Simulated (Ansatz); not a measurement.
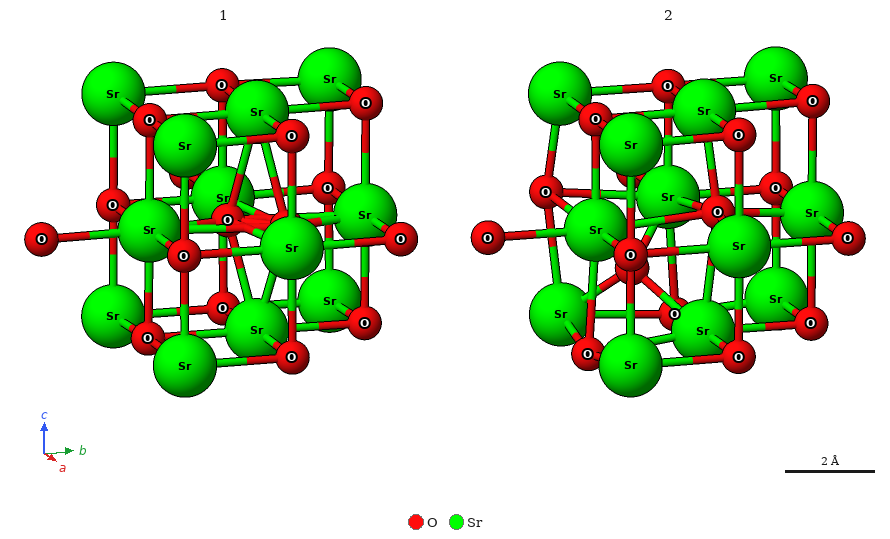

Two geometries of a defect cell of composition O$_{33}$Sr$_{32}$ (cell charge −2), drawn at one scale. One is the start of a relaxation, the other its converged end. A ball-and-stick model of the atoms within 5.0 Å of the atom that moves most (axes of the cell of the calculation (origin shifted)), seen slightly off an axis.

Method: Ansatz 0.2.0, DFT, PBEsol, PAW, plane waves. Settings: plane-wave cutoff 420 eV; k-point mesh 1 × 1 × 1; mesh shifted by (0.25, 0.25, 0.25); no spin polarisation; atoms relaxed in a fixed cell; force threshold 0.03 eV/Å; at most 80 steps.

Q: Which geometry has the lower energy?

A: Structure 2 is the relaxed one. Over 12 geometry steps the energy falls by 5.420 eV per cell of the calculation. The largest force component goes from 3.5 to 0.0026 eV/Å. An O atom moves most: 1.62 Å along [−1 −1 −2]. By element the largest moves are O 1.62 Å, Sr 0.09 Å. The lattice vectors keep their values. Some distances before and after: O–Sr 3.885 → 2.206 Å, O–Sr 2.691 → 4.267 Å, O–O 1.482 → 2.660 Å, O–Sr 3.118 → 4.267 Å. New bonds form, among them: O–Sr (3.89 → 2.21 Å). Bonds break, among them: O–Sr (2.69 → 4.27 Å), O–Sr (3.12 → 4.27 Å), O–Sr (3.14 → 4.27 Å). Bond angles that change, for instance: Sr–O–Sr 118.9° → 101.3°, Sr–O–Sr 146.9° → 163.9°, Sr–O–Sr 76.3° → 88.7°. Cost: 14 s on 1 × NVIDIA GB300 Max-Q with 8 threads of Arm Neoverse-V2, peak memory 1.9 GiB.

Limits of the set-up: the cell is charged, on a uniform background, and energies carry no finite-size correction.
